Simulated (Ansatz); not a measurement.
Scan of the k-point mesh.
The run: CuAu (P4/mmm, 2 atoms in the cell), by DFT, PBE, PAW with Ansatz's default frozen-core files, scalar-relativistic in Ansatz 0.2.0; cutoff 420 eV, Fermi–Dirac smearing of 0.05 eV.
ΔE is the free energy less its value at the densest setting, 18×18×14.
Dashed lines or grey bands mark the tolerance: 1 meV/atom.
Values: 4×4×3, 6×6×5, 10×10×8 and 18×18×14.

### How do the results converge (to 1 meV/atom)?

The free energy at the last setting but one, 10×10×8, is still more than 1 meV/atom from the densest setting's value, so the scan doesn't show it converged. It is off by 100 meV/atom at 4×4×3, 20 meV/atom at 6×6×5 and 2.2 meV/atom at 10×10×8 (always above it).

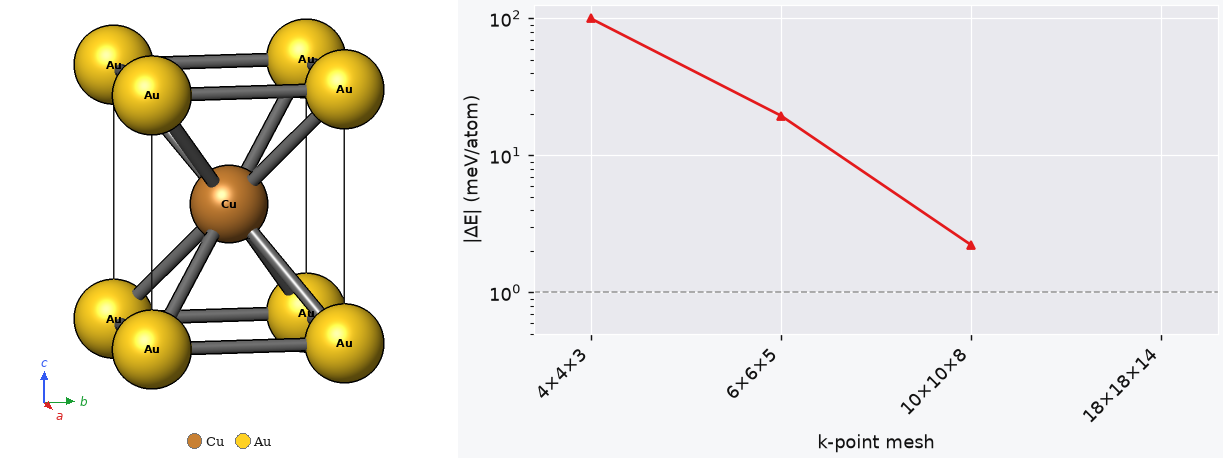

Beside the plot: the structure.
